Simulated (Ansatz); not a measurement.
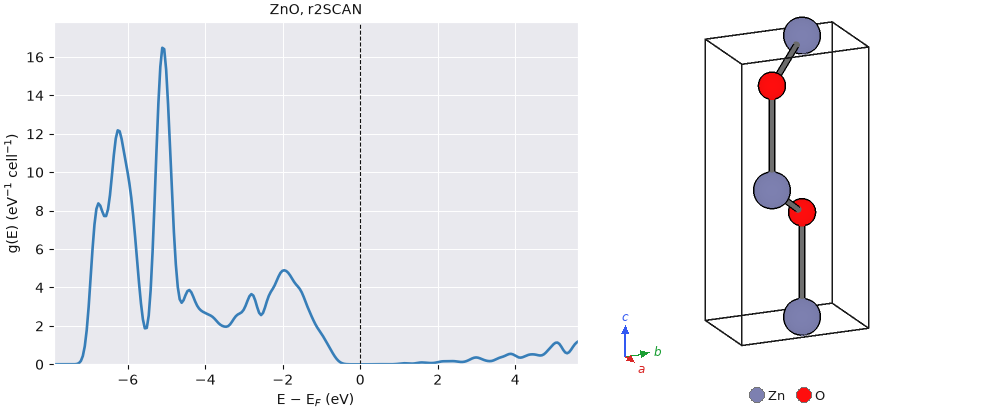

Density of states, beside the structure. Energies are counted from the Fermi level, put mid-gap where there is a gap. The curve is built from the levels of the k mesh with Gaussians 0.3 eV wide, which also blur the band edges.

System: ZnO, space group P6_3mc (No. 186), 4 atoms in the cell, wurtzite type, epitaxial (xy) strain −1.5%; a = 3.19 Å, b = 3.19 Å, c = 5.29 Å, α = 90.00°, β = 90.00°, γ = 120.00°.

Ansatz 0.2.0; DFT, r2SCAN, plane waves, PAW, no spin polarisation, 12×12×6 k mesh.

Metal or insulator, going by the density of states?

There is a gap; over the k points computed it is 1.22 eV (direct among those points).

How wide is the upper valence band?

The upper group of valence states starts about 6.3 eV under the valence-band top (which lies at −0.6 eV on this axis), with a gap beneath it; it holds about 32 electrons a cell.

Where is the tallest peak of the filled states in the window?

Within the window shown, the tallest peak of the filled states lies 4.5 eV under the valence-band top, at about 16 states per eV and cell.
